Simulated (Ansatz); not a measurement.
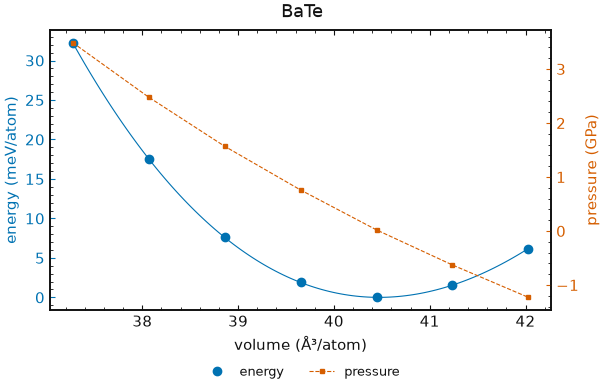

The figure shows the energy and pressure against volume for BaTe, space group Fm-3m (No. 225).

The given structure:
```
Ba Te
1.0
     0.00000    3.41000    3.41000
     3.41000    0.00000    3.41000
     3.41000    3.41000    0.00000
Ba Te
1 1
Cartesian
  0.0000 0.0000 0.0000
  3.4100 3.4100 3.4100
```

Method: all-electron LAPW DFT, no spin polarisation; energies at scaled volumes of the given cell, shape and fractions fixed, counted from the fit's minimum, third-order Birch-Murnaghan fit (Ansatz 0.2.0). Level: LDA.

- k mesh: 7×7×7
- occupations: Fermi–Dirac
- smearing width: 0.05 eV
- potentials: all electron LAPW, scalar relativistic
- program settings: basis error eV/atom 0.001

Q: Give the fitted equation-of-state parameters.

A: A third-order Birch–Murnaghan fit gives V0 = 40.47 Å³/atom, B0 = 35.3 GPa and B′ = 4.4.

Q: How does the pressure vary with volume?

A: It falls from 3.49 GPa at volume 37.27 Å³/atom to −1.23 GPa at 42.03 Å³/atom, and changes sign near 40.47 Å³/atom.
